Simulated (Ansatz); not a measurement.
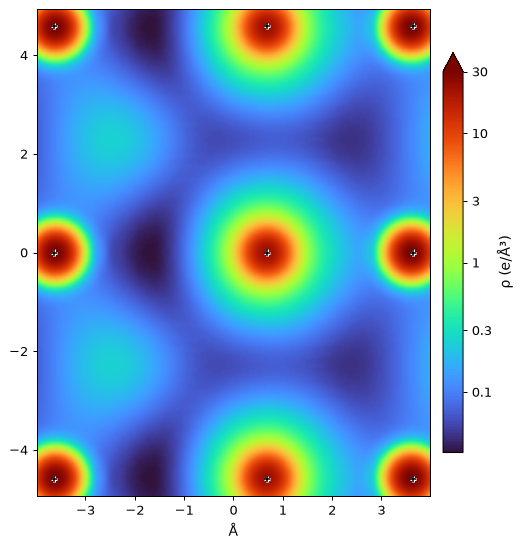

The valence charge density (pseudo) on a plane through atoms (crosses mark nuclei in the plane).

All numbers below come from DFT PBEsol, scalar-relativistic, plane waves, PAW in Ansatz.

Candidates:
A. Mg3Sb2, a = 4.59 Å, b = 4.59 Å, c = 7.27 Å, α = 90.00°, β = 90.00°, γ = 120.00°. Space group P-3m1.
B. Al3Cu, a = 3.89 Å, b = 3.89 Å, c = 3.89 Å, α = 90.00°, β = 90.00°, γ = 90.00°. Space group Pm-3m; a structure from a database of computed crystals, not necessarily the ambient phase; computed without spin polarisation.

Q: Which system is this?

A: Candidate A: Mg3Sb2 on the (11̄0) plane of the conventional cell, which holds Mg and Sb. Mg–Sb (2.96 Å): the density is about 0.23 e/Å³ at the midpoint, with its minimum of 0.15 e/Å³ about 1.1 Å from Mg.
